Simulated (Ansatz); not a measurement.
## TaN: single-point calculation (part 2 of 3)

TaN (P6/mmm, 6 atoms in the cell); DFT PBE, scalar-relativistic, plane waves, PAW, spin-polarised (Ansatz 0.2.0); cutoff 420 eV, 4×4×7 k-mesh, Gaussian smearing of 0.05 eV, collinear spins. The structure derives from an entry of the Crystallography Open Database. It belongs to a series of runs on one base structure; here: natural orbitals of the symmetric run, filled by rank.

Geometry of the input (Å; fractional positions):
```
5.1850  0.0000  0.0000
-2.5925  4.4903  0.0000
0.0000  0.0000  2.9080
Ta 0.0000  0.0000  0.0000
Ta 0.3333  0.6667  0.5000
Ta 0.6667  0.3333  0.5000
N  0.5000  0.0000  0.0000
N  0.5000  0.5000  0.0000
N  0.0000  0.5000  0.0000
```

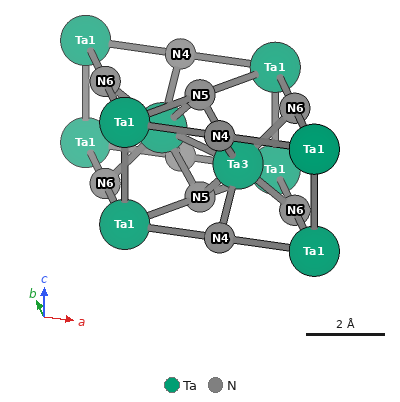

**Figure 1.** The structure (ball-and-stick view of the cell of the calculation, seen at an oblique angle; atoms are numbered from 1 in the order of the input).

Log, continued:
```
SCF iter   1: F=—  HF=-30909.479465 eV  |F-HF|=—  |Δ(HF+E_count)|=         —  Δρ=1.10e-1 (↑1.10e-1 ↓1.01e-1)  dr2=2.65e1  dr2_m=1.99e0  M=5.625 μB ∫|m|=5.713 μB  β_m=0.30  ethr=3.10e-3  ⟨swp⟩=6.8  Hψ=9020  notcnv=0  defer=1
preconditioner: auto → Resta (q_TF=auto, 2.627 Å⁻¹)  ε∞=3.7  [insulator: Δε(μ)=0.100 eV  Ē_g=14.913 eV  σ=0.050 eV  W_gap=0.58  n_scr=26 (ndim 8)  ℏωp=24.7 eV  f_vac=0.000  D(μ)=1.14/eV (n_scr^D=6)  ε∞_Penn≈3.7]
spin=Collinear: Resta preconditioning applied to the charge; magnetization (m = ρ↑ − ρ↓) channel mixes plain (no charge-response kernel on spin).
SCF iter   2: F=—  HF=-30904.424432 eV  |F-HF|=—  |Δ(HF+E_count)|=    5.06e0  Δρ=6.30e-2 (↑6.30e-2 ↓5.79e-2)  dr2=6.60e0  dr2_m=1.03e0  M=5.429 μB ∫|m|=5.750 μB  β_m=0.30  ethr=3.10e-3  ⟨swp⟩=3.4  Hψ=4382  notcnv=0  defer=114
preconditioner: auto → Kerker (q_TF=auto, 2.627 Å⁻¹)  [metal: Δε(μ)=0.042 eV  Ē_g=13.724 eV  σ=0.050 eV  W_gap=0.39  n_scr=26 (ndim 8)  ℏωp=24.7 eV  f_vac=0.000  D(μ)=1.79/eV (n_scr^D=8)]
spin=Collinear: Kerker preconditioning applied to the charge; magnetization (m = ρ↑ − ρ↓) channel mixes plain (no charge-response kernel on spin).
SCF iter   3: F=—  HF=-30903.197776 eV  |F-HF|=—  |Δ(HF+E_count)|=    1.23e0  Δρ=4.08e-2 (↑4.08e-2 ↓3.32e-2)  dr2=5.77e-1  dr2_m=5.68e-1  M=5.016 μB ∫|m|=5.766 μB  β_m=0.30  ethr=3.10e-3  ⟨swp⟩=3.6  Hψ=4279  notcnv=0  defer=114
SCF iter   4: F=—  HF=-30903.290828 eV  |F-HF|=—  |Δ(HF+E_count)|=   9.31e-2  Δρ=2.27e-2 (↑2.26e-2 ↓2.27e-2)  dr2=1.69e-1  dr2_m=2.89e-1  M=5.113 μB ∫|m|=5.833 μB  β_m=1.00  ethr=1.07e-3  ⟨swp⟩=2.4  Hψ=3490  notcnv=0  defer=122
SCF iter   5: F=—  HF=-30903.483795 eV  |F-HF|=—  |Δ(HF+E_count)|=   1.93e-1  Δρ=4.06e-3 (↑3.98e-3 ↓4.06e-3)  dr2=5.43e-3  dr2_m=7.13e-3  M=4.995 μB ∫|m|=5.945 μB  β_m=0.30  ethr=3.13e-4  ⟨swp⟩=3.3  Hψ=3978  notcnv=0  defer=122
SCF iter   6: F=—  HF=-30903.493129 eV  |F-HF|=—  |Δ(HF+E_count)|=   9.33e-3  Δρ=3.14e-3 (↑3.01e-3 ↓3.14e-3)  dr2=2.49e-3  dr2_m=4.90e-3  M=4.971 μB ∫|m|=5.957 μB  β_m=0.30  ethr=1.01e-5  ⟨swp⟩=2.0  Hψ=2753  notcnv=0  defer=122
Mixer restart at iter 6: flushing history
spin-set hold released at iteration 6 (site moments contracting): the magnetisation degrees of freedom join the quasi-Newton model from the next iteration; the mixer history was flushed
SCF iter   7: F=—  HF=-30903.498086 eV  |F-HF|=—  |Δ(HF+E_count)|=   4.96e-3  Δρ=2.56e-3 (↑2.53e-3 ↓2.56e-3)  dr2=1.89e-3  dr2_m=3.37e-3  M=4.953 μB ∫|m|=5.968 μB  β_m=0.65  ethr=4.60e-6  ⟨swp⟩=1.9  Hψ=2167  notcnv=0  defer=122
SCF iter   8: F=—  HF=-30903.504760 eV  |F-HF|=—  |Δ(HF+E_count)|=   6.67e-3  Δρ=7.05e-4 (↑4.39e-4 ↓7.05e-4)  dr2=6.34e-4  dr2_m=1.31e-4  M=4.910 μB ∫|m|=6.001 μB  β_m=0.82  ethr=3.51e-6  ⟨swp⟩=3.1  Hψ=3804  notcnv=0  defer=122
SCF iter   9: F=—  HF=-30903.504788 eV  |F-HF|=—  |Δ(HF+E_count)|=   2.81e-5  Δρ=2.38e-4 (↑2.38e-4 ↓1.94e-4)  dr2=1.96e-4  dr2_m=8.38e-6  M=4.907 μB ∫|m|=6.008 μB  β_m=0.83  ethr=1.17e-6  ⟨swp⟩=2.0  Hψ=2791  notcnv=0  defer=122
SCF iter  10: F=—  HF=-30903.504752 eV  |F-HF|=—  |Δ(HF+E_count)|=   3.54e-5  Δρ=8.29e-5 (↑8.29e-5 ↓4.73e-5)  dr2=1.76e-5  dr2_m=6.73e-7  M=4.909 μB ∫|m|=6.010 μB  β_m=0.91  ethr=3.63e-7  ⟨swp⟩=2.0  Hψ=2637  notcnv=0  defer=122
SCF iter  11: F=—  HF=-30903.504750 eV  |F-HF|=—  |Δ(HF+E_count)|=   2.12e-6  Δρ=5.06e-5 (↑5.06e-5 ↓3.65e-5)  dr2=2.41e-6  dr2_m=5.69e-7  M=4.910 μB ∫|m|=6.010 μB  β_m=0.91  ethr=3.26e-8  ⟨swp⟩=2.1  Hψ=3065  notcnv=0  defer=122
Mixer restart at iter 11: flushing history
SCF iter  12: F=—  HF=-30959.220178 eV  |F-HF|=—  |Δ(HF+E_count)|=         —  Δρ=1.17e-1 (↑1.15e-1 ↓1.17e-1)  dr2=6.01e1  dr2_m=1.80e0  M=1.071 μB ∫|m|=1.962 μB  β_m=0.91  ethr=4.47e-9  ⟨swp⟩=8.1  Hψ=13567  notcnv=0  defer=165
SCF iter  13: F=—  HF=-30957.535924 eV  |F-HF|=—  |Δ(HF+E_count)|=    1.68e0  Δρ=9.51e-2 (↑9.51e-2 ↓7.09e-2)  dr2=2.05e1  dr2_m=2.49e-1  M=0.303 μB ∫|m|=0.579 μB  β_m=0.02  ethr=4.47e-9  ⟨swp⟩=8.2  Hψ=11996  notcnv=0  defer=161
SCF iter  14: F=—  HF=-30957.267296 eV  |F-HF|=—  |Δ(HF+E_count)|=   2.69e-1  Δρ=9.25e-2 (↑9.25e-2 ↓6.86e-2)  dr2=1.93e1  dr2_m=2.44e-1  M=0.288 μB ∫|m|=0.568 μB  β_m=0.04  ethr=4.47e-9  ⟨swp⟩=5.0  Hψ=6585  notcnv=0  defer=137
SCF iter  15: F=—  HF=-30956.780698 eV  |F-HF|=—  |Δ(HF+E_count)|=   4.87e-1  Δρ=8.89e-2 (↑8.89e-2 ↓6.54e-2)  dr2=1.72e1  dr2_m=2.51e-1  M=0.270 μB ∫|m|=0.562 μB  β_m=0.02  ethr=4.47e-9  ⟨swp⟩=5.5  Hψ=7425  notcnv=0  defer=138
SCF iter  16: F=—  HF=-30956.363373 eV  |F-HF|=—  |Δ(HF+E_count)|=   4.17e-1  Δρ=8.59e-2 (↑8.59e-2 ↓6.19e-2)  dr2=1.55e1  dr2_m=2.72e-1  M=0.265 μB ∫|m|=0.575 μB  β_m=0.05  ethr=4.47e-9  ⟨swp⟩=5.7  Hψ=7105  notcnv=0  defer=138
SCF iter  17: F=—  HF=-30955.478179 eV  |F-HF|=—  |Δ(HF+E_count)|=   8.85e-1  Δρ=7.79e-2 (↑7.79e-2 ↓5.35e-2)  dr2=1.16e1  dr2_m=3.22e-1  M=0.277 μB ∫|m|=0.607 μB  β_m=0.08  ethr=4.47e-9  ⟨swp⟩=6.4  Hψ=8724  notcnv=0  defer=139
SCF iter  18: F=—  HF=-30954.109795 eV  |F-HF|=—  |Δ(HF+E_count)|=    1.37e0  Δρ=5.44e-2 (↑5.44e-2 ↓3.02e-2)  dr2=5.61e0  dr2_m=2.87e-1  M=0.186 μB ∫|m|=0.547 μB  β_m=0.17  ethr=4.47e-9  ⟨swp⟩=7.0  Hψ=9760  notcnv=0  defer=156
SCF iter  19: F=—  HF=-30953.090062 eV  |F-HF|=—  |Δ(HF+E_count)|=    1.02e0  Δρ=3.51e-2 (↑3.51e-2 ↓2.10e-2)  dr2=1.19e0  dr2_m=2.99e-1  M=0.117 μB ∫|m|=0.559 μB  β_m=0.31  ethr=4.47e-9  ⟨swp⟩=6.8  Hψ=9984  notcnv=0  defer=131
SCF iter  20: F=—  HF=-30953.156956 eV  |F-HF|=—  |Δ(HF+E_count)|=   6.69e-2  Δρ=1.45e-2 (↑1.45e-2 ↓9.56e-3)  dr2=5.62e-1  dr2_m=1.25e-2  M=0.015 μB ∫|m|=0.160 μB  β_m=0.48  ethr=4.47e-9  ⟨swp⟩=6.2  Hψ=9874  notcnv=0  defer=103
SCF iter  21: F=—  HF=-30953.030353 eV  |F-HF|=—  |Δ(HF+E_count)|=   1.27e-1  Δρ=4.67e-3 (↑4.67e-3 ↓3.31e-3)  dr2=1.51e-2  dr2_m=6.56e-3  M=-0.018 μB ∫|m|=0.097 μB  β_m=0.74  ethr=4.47e-9  ⟨swp⟩=6.1  Hψ=8706  notcnv=0  defer=102
SCF iter  22: F=—  HF=-30953.031355 eV  |F-HF|=—  |Δ(HF+E_count)|=   1.00e-3  Δρ=1.61e-3 (↑1.61e-3 ↓1.22e-3)  dr2=2.50e-3  dr2_m=6.89e-4  M=-0.012 μB ∫|m|=0.042 μB  β_m=0.87  ethr=4.47e-9  ⟨swp⟩=4.2  Hψ=6219  notcnv=0  defer=96
SCF iter  23: F=—  HF=-30953.031550 eV  |F-HF|=—  |Δ(HF+E_count)|=   1.94e-4  Δρ=2.64e-4 (↑2.57e-4 ↓2.64e-4)  dr2=2.23e-4  dr2_m=9.17e-6  M=-0.006 μB ∫|m|=0.008 μB  β_m=0.93  ethr=4.47e-9  ⟨swp⟩=4.1  Hψ=5530  notcnv=0  defer=96
SCF iter  24: F=—  HF=-30953.031539 eV  |F-HF|=—  |Δ(HF+E_count)|=   1.08e-5  Δρ=8.82e-5 (↑8.82e-5 ↓7.22e-5)  dr2=2.22e-5  dr2_m=8.15e-7  M=-0.002 μB ∫|m|=0.002 μB  β_m=0.90  ethr=4.47e-9  ⟨swp⟩=3.2  Hψ=4254  notcnv=0  defer=96
SCF iter  25: F=—  HF=-30953.031537 eV  |F-HF|=—  |Δ(HF+E_count)|=   2.22e-6  Δρ=2.74e-5 (↑2.73e-5 ↓2.74e-5)  dr2=1.87e-6  dr2_m=1.73e-7  M=-0.001 μB ∫|m|=0.001 μB  β_m=0.92  ethr=4.47e-9  ⟨swp⟩=2.2  Hψ=3327  notcnv=0  defer=96
SCF iter  26: F=—  HF=-30953.031537 eV  |F-HF|=—  |Δ(HF+E_count)|=   4.98e-8  Δρ=1.03e-5 (↑1.03e-5 ↓9.62e-6)  dr2=1.47e-7  dr2_m=3.31e-8  M=-0.001 μB ∫|m|=0.001 μB  β_m=0.91  ethr=3.47e-9  ⟨swp⟩=2.0  Hψ=2679  notcnv=0  defer=96
iter 27 did not close the SCF: its close was put off for a magnetic moment that had not settled (scf_convergence_deferred on its scf_iter line)
SCF iter  27: F=-30953.031537 eV  HF=-30953.031537 eV  |F-HF|=6.33e-9  |Δ(HF+E_count)|=   5.10e-8  Δρ=3.78e-6 (↑3.23e-6 ↓3.78e-6)  dr2=4.74e-9  dr2_m=6.90e-9  M=-0.000 μB ∫|m|=0.000 μB  β_m=0.95  ethr=1.85e-10  ⟨swp⟩=15.8  Hψ=13946  notcnv=0
iter 28 did not close the SCF: its close was put off for a magnetic moment that had not settled (scf_convergence_deferred on its scf_iter line)
SCF iter  28: F=-30953.031537 eV  HF=-30953.031537 eV  |F-HF|=4.07e-10  |Δ(HF+E_count)|=   1.69e-8  Δρ=1.15e-6 (↑1.01e-6 ↓1.15e-6)  dr2=5.01e-10  dr2_m=6.27e-10  M=-0.000 μB ∫|m|=0.000 μB  β_m=0.98  ethr=8.78e-12  ⟨swp⟩=5.2  Hψ=10673  notcnv=0
SCF iter  29: F=-30953.031537 eV  HF=-30953.031537 eV  |F-HF|=1.60e-10  |Δ(HF+E_count)|=   1.55e-9  Δρ=3.42e-7 (↑2.88e-7 ↓3.42e-7)  dr2=2.17e-10  dr2_m=1.07e-11  M=-0.000 μB ∫|m|=0.000 μB  ethr=1.00e-12  ⟨swp⟩=4.9  Hψ=9748  notcnv=0
WARN: the starting moments were not kept: the SCF closed with an absolute magnetisation of 8.3e-6 μB, where they sum to 6 μB in size (3 sites). That is at most 0.1 of that sum. Measured as dr2_m measures the in/out step, that magnetisation stands 9.8e-12 eV from none, at or under the dr2_threshold of 1.0e-7 eV: it is no larger than a step whose dr2_m would equal this threshold. The system may hold no moment; this SCF shows only that its start led to no more than that. To try another start: raise the starting moments (crystal.atoms[].spin, magnetization.per_species, magnetization.initial_magnetization, or on a non-collinear deck that types none of these the spinor_matrix: blocks that start its atoms; where the total moment is fixed, keep their sum and leave initial_magnetization as it is; typed ones take the place of any that the run laid by itself, positive ones on a crystal's lanthanoids without a Hubbard term where scf.initial_density.shell_occupations: [] is typed) or, if the notice of its spin-set hold's release reads "site moments contracting" or "site moments show no strong build", lengthen the hold (scf.mixing.spin_hold: { on: { confirm: 4 } }; for m-r²SCAN on two components see the key's manual first). Each may lead to a state that holds a moment. A second SCF, from the converged charge density, with the starting moments and any scf.initial_density.shell_occupations laid on it anew, would have followed, and was not run: the deck does not ask for one (magnetization.retry_lost_moments is false, the default). To let it run, set magnetization.retry_lost_moments: true and run the deck again, where that key's refused combinations let it; where memory then withholds it, that run's warning says so.
WARN: hamiltonian.hubbard: on 3 of 6 specified blocks the occupation matrix of this SCF's result fails the test of the specified filling. At site 0 ↑ (sites count from 0 in the list of atoms of the cell that this SCF solves) the least filled combination of the orbitals specified full has occupation 0.440, and the fullest combination of the orbitals specified empty has occupation 0.440; the filling counts as kept where the first is at least 0.75 and exceeds the second by more than 0.25. The same holds at site 1 ↑, site 2 ↑. The state of this SCF's result may not hold the specified filling, though these bounds can also misjudge a state that does. This warning does not say which state is lower in energy, or whether the specified filling is a self-consistent state at all; see hamiltonian.hubbard.sites[].starting_ns, Limitations, and scf.initial_density.shell_occupations in the input reference
SCF 1 converged in 29 iterations: F = -30953.031537 eV  dr2 = 2.17e-10
  greatest PAW one-centre occupation: 0.999 electrons in one spin orbital (limit 2), on the Ta atom at site 2 (counted from 0), in its partial waves of l = 0
SCF converged after 29 iterations
Magnetization: -0.0000 μB (27.0000 up, 27.0000 down)
Absolute magnetization: 0.0000 μB (∫|ρ↑−ρ↓|, with the PAW one-centre terms)
Spin contamination: 0.0000 ħ² per cell (⟨S²⟩ above its minimum at these occupations)
Per-site moments (μB) at R_I (Å): [(-3.980013266352257e-6, 1.0694062910323965), (1.7504407968555484e-8, 0.8607787870202446), (1.7504407977023517e-8, 0.8607787870202446), (4.045530118471035e-7, 0.8607787870202446), (4.037338268813337e-7, 0.8607787870202448), (4.037338268857678e-7, 0.8607787870202446)]
Free energy (F): -30953.031537 eV
Harris-Foulkes:  -30953.031537 eV  (|F-HF|=1.60e-10)
Internal energy: -30953.028469 eV  (E = F + TS)
E sigma→0 (E₀):  -30953.030003 eV
Entropy (-TS):   -0.003067 eV (-0.511 meV/atom)
Fermi energy:    19.723146 eV
--- Per-component energies (eV) ---
  E_band       = -212.368762
  E_kinetic    = 1500.775108
  E_local      = -2062.576960  (includes V_loc(G=0)·N_el)
  E_nonlocal   = 180.757576
  E_hartree    = 706.721028
  E_xc         = -839.533186
  E_vxc        = -846.670198  (∫ρ·V_xc dr)
  E_paw        = -25572.972843  (= ΣΔE_a)
  E_vpaw       = -398.097140  (= ΣTr[D̂ρ^β])
  E_aug_tail   = 0.000882  (compensation charges beyond the density's cutoff)
  E_ewald      = -4866.200074
  E_smearing   = -0.003067  (= −TS)
  E_closure    = -0.000000  (closes the sum)
  Σ components = -30953.031537   (vs F -30953.031537, Δ=0.00e0)
--- Specified on-site occupations, and those of the state reported ---
  electrons in the specified blocks: 6.3000 specified, 11.1155 found
  site 1 (l=d) ↑: largest change of an orbital's occupation 0.6097; electrons 2.0000 specified, 1.8091 found; spectral distance 0.9952
  site 2 (l=d) ↑: largest change of an orbital's occupation 0.6097; electrons 2.0000 specified, 1.8091 found; spectral distance 0.9952
  site 0 (l=d) ↑: largest change of an orbital's occupation 0.5302; electrons 2.0000 specified, 1.9396 found; spectral distance 0.9498
  site 0 (l=d) ↓: largest change of an orbital's occupation 0.4226; electrons 0.1000 specified, 1.9396 found; spectral distance 0.8353
  site 1 (l=d) ↓: largest change of an orbital's occupation 0.3983; electrons 0.1000 specified, 1.8091 found; spectral distance 0.7674
  site 2 (l=d) ↓: largest change of an orbital's occupation 0.3983; electrons 0.1000 specified, 1.8091 found; spectral distance 0.7674
--- Forces (eV/Å), atoms counted from 1 ---
  atom   1  Ta    -0.00000000     0.00000000     0.00000000
  atom   2  Ta     0.00000000     0.00000316     0.00000000
  atom   3  Ta     0.00000000    -0.00000316     0.00000000
  atom   4  N     -0.00000000     0.00000000     0.00000000
  atom   5  N      0.00000000     0.00000000     0.00000000
  atom   6  N      0.00000000     0.00000000     0.00000000
  max |Σ_I F_I| component: 3.94e-30 eV/Å
--- Stress (GPa, compression-positive) ---
       10.907452       0.000000       0.000000
        0.000000      10.907454       0.000000
        0.000000       0.000000       9.462207
  P = ⅓ Tr σ = 10.4257 GPa (104.257 kbar)
--- Band table (eV; the first three rows and the last of 56) ---
```
